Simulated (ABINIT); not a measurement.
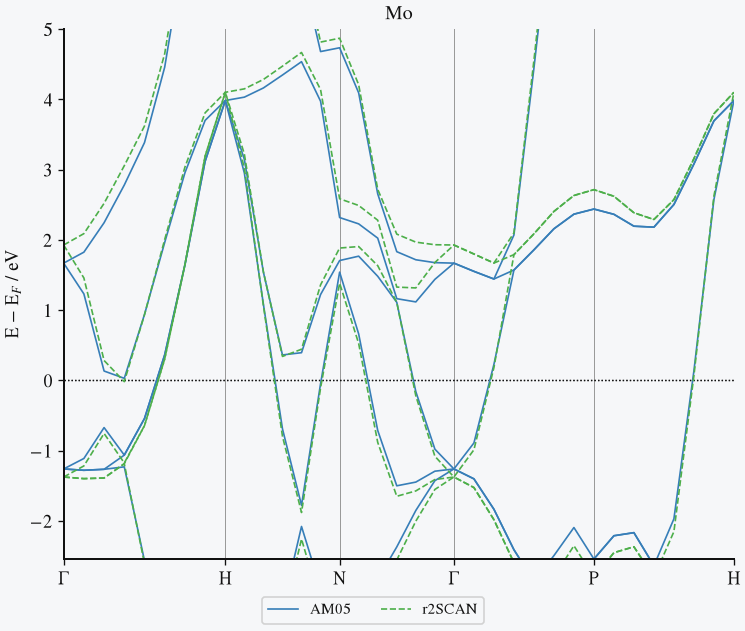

Band structures of bcc Mo, space group Im-3m (No. 229), 1 atom in the primitive cell (cubic a = 3.168 Å), by two methods on the same cell. Each is counted from its own Fermi level.

Q: What changes from one method to the other?

A: Both give a metal. Levels within 1 eV of the Fermi level in either run differ by 0.08 eV on average and by 0.17 eV at most (between N and Γ). Filled levels 1 to 5 eV under it lie 0.20 eV deeper on average in r2SCAN than in AM05.

Settings. AM05: JTH PAW PBE v2.0, no spin polarisation, no spin-orbit coupling, 12×12×12 k mesh, 408 eV cutoff, Fermi-Dirac smearing of 0.05 eV (ABINIT 10.8.3 (patched build)). r2SCAN: SG15 NC PBE v1.2, no spin polarisation, no spin-orbit coupling, 12×12×12 k mesh, 599 eV cutoff, Fermi-Dirac smearing of 0.05 eV (ABINIT 10.8.3 (patched build)).

The cell is at −10 GPa in AM05 and −5 GPa in r2SCAN. AM05: the PAW data sets were made with another functional. r2SCAN: the potentials were made for another functional.
